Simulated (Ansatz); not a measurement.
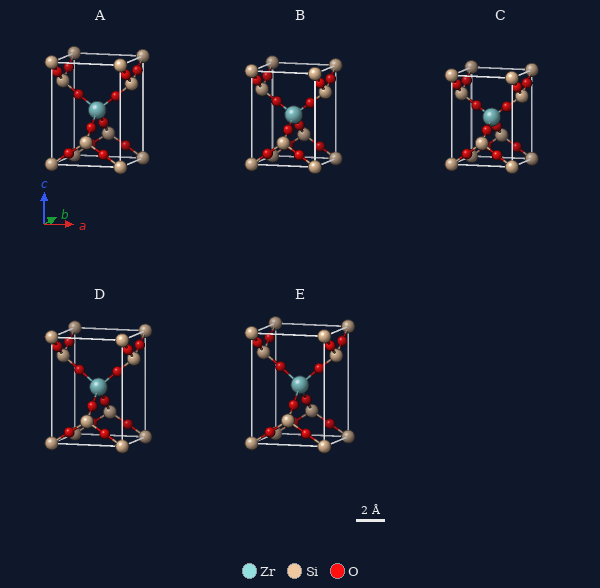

5 geometries from one relaxation of a crystal of ZrSi$_{3}$O$_{8}$ (a generated structure, set up in P-4m2) (coarse preliminary run), in shuffled order. The picture is a ball-and-stick view of the cell of the calculation, seen slightly off an axis.

These are results of Ansatz, DFT PBE, scalar-relativistic, plane waves, PAW, not measurements. (plane-wave cutoff 420 eV; k-point mesh 4 × 4 × 4; occupations gaussian; smearing width 0.1 eV; no spin polarisation; cell and atoms relaxed; force threshold 0.04 eV/Å; at most 70 steps)

**Put them in the order of the run, from the start to the converged end.**

C, B, A, D, E. They are steps 0, 1, 3, 5, 14, at +5033 meV per atom, +2287 meV per atom, +498 meV per atom, +361 meV per atom relative to the last. The largest moves relative to the cell, 0.28 Å, are those of O atoms. Largest moves by element: O 0.28 Å, Si 0.24 Å. Zr stays in place. Cell: a = b 4.570 → 5.506 Å (+20.5 %), c 6.463 → 8.009 Å (+23.9 %). Volume +79.9 %. Some distances before and after: Si–Zr 2.799 → 3.554 Å, O–Zr 1.399 → 1.937 Å, Si–Si 2.799 → 3.266 Å, O–Si 1.399 → 1.635 Å. Among the angles between lasting bonds that change: O–Zr–O 109.5° → 98.4°, O–Si–O 109.5° → 115.6°, O–Zr–O 109.5° → 115.3°. The space group stays P-4m2 (No. 115). Over 11 accepted moves (14 points after the start) the energy falls by 5033 meV per atom. The largest force component goes from 32 to 0.018 eV/Å. The pressure goes from 237.76 to 0.11 GPa. The line search rejected the trial step at point 6 of the run. The SCF was repeated twice at an unchanged geometry on a basis and grid sized afresh for the cell, which shifted the energy by 277 meV per atom at most. Cost: 3.8 min on 1 thread of Arm Neoverse V1 (shared host), peak memory 0.52 GiB.
